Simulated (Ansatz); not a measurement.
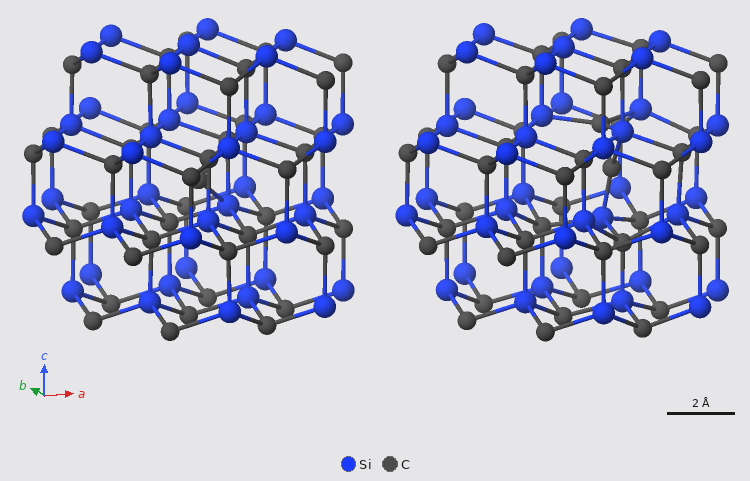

Two geometries of a defect cell of composition Si$_{48}$C$_{49}$ (cell charge −2), drawn at one scale. One is the start of a relaxation, the other its converged end. The picture is a ball-and-stick view of the atoms within 5.8 Å of the atom that moves most (axes of the cell of the calculation (origin shifted)), seen slightly off an axis.

Theory: DFT, PBEsol, PAW, plane waves in Ansatz. Settings: plane-wave cutoff 420 eV; k-point mesh 1 × 1 × 1; mesh shifted by (0.25, 0.25, 0.25); no spin polarisation; atoms relaxed in a fixed cell; force threshold 0.03 eV/Å; at most 80 steps.

**Which one is relaxed?**

The right one is the relaxed one. A C atom moves most: 1.29 Å roughly along [3 0 1]. Largest moves by element: C 1.29 Å, Si 0.37 Å. The cell stays as it was. Near-neighbour distances that change, for instance: C–Si 2.218 → 3.417 Å, C–Si 3.499 → 2.590 Å, C–Si 1.984 → 2.836 Å, C–Si 2.208 → 2.864 Å. New bonds form, among them: C–Si (2.23 → 1.79 Å). Bond angles that change, for instance: Si–C–C 71.6° → 130.6°, C–Si–C 162.6° → 106.6°, Si–C–C 161.1° → 106.4°. The energy falls by 4.710 eV per cell of the calculation in 12 accepted moves (15 points after the start). Largest force component: 3.5 eV/Å at the start, 0.014 eV/Å at the end. The line search rejected the trial steps at points 7, 10 of the run. 1 step only repeated the SCF at the same geometry. Cost: 9 s on 1 × NVIDIA GB200 with 8 threads of Arm Neoverse-V2, peak memory 1.9 GiB.

Limits of the set-up: the cell is charged, on a uniform background, and energies carry no finite-size correction.
